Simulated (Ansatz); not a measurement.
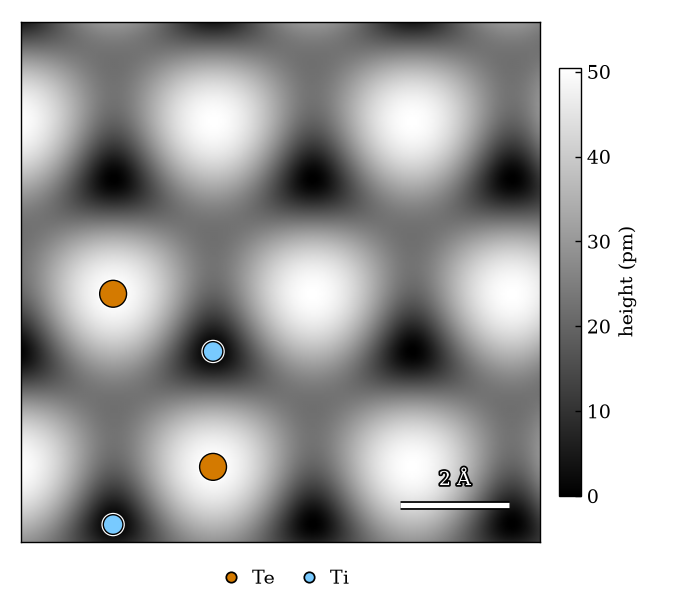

Constant-current image at a set point of 9.7 × 10⁻⁵ e/Å³ of monolayer TiTe2, sample bias +0.50 V. The atoms seen from above are drawn over one corner (deeper ones smaller).

The STM signal is simulated in the Tersoff–Hamann approximation. Bias windows are sharp sums over the levels of the k mesh.

All numbers here come from DFT PBE+D3(BJ), scalar-relativistic, plane waves, PAW in Ansatz 0.2.0. Cutoff 420 eV, 27 × 27 k-points, Gaussian smearing 0.05 eV, dipole correction. No spin polarisation. Spin–orbit coupling is left out; with Te it can shift levels and gaps. The run warns that the functional's potential is rough in the thin density of the vacuum, where the tip is; weak contrasts and barriers may feel it.

```cif
data_structure
_symmetry_space_group_name_H-M 'P 1'
_symmetry_Int_Tables_number 1
_cell_length_a 3.6802
_cell_length_b 3.6802
_cell_length_c 20.5267
_cell_angle_alpha 90.000
_cell_angle_beta 90.000
_cell_angle_gamma 120.000
_cell_volume 240.77
loop_
_atom_site_label
_atom_site_type_symbol
_atom_site_fract_x
_atom_site_fract_y
_atom_site_fract_z
_atom_site_occupancy
Te1 Te 0.33333 0.66667 0.41409 1
Ti1 Ti 0.00000 0.00000 0.50000 1
Te2 Te 0.66667 0.33333 0.58591 1
```

Q: Assign the bright and dark features to the surface structure.

A: The brightest spots lie over the top Te atoms; the darkest points are over the sites above the Ti atoms 1.8 Å below the top plane. The corrugation is 50 pm at a mean tip height of 3.0 Å.
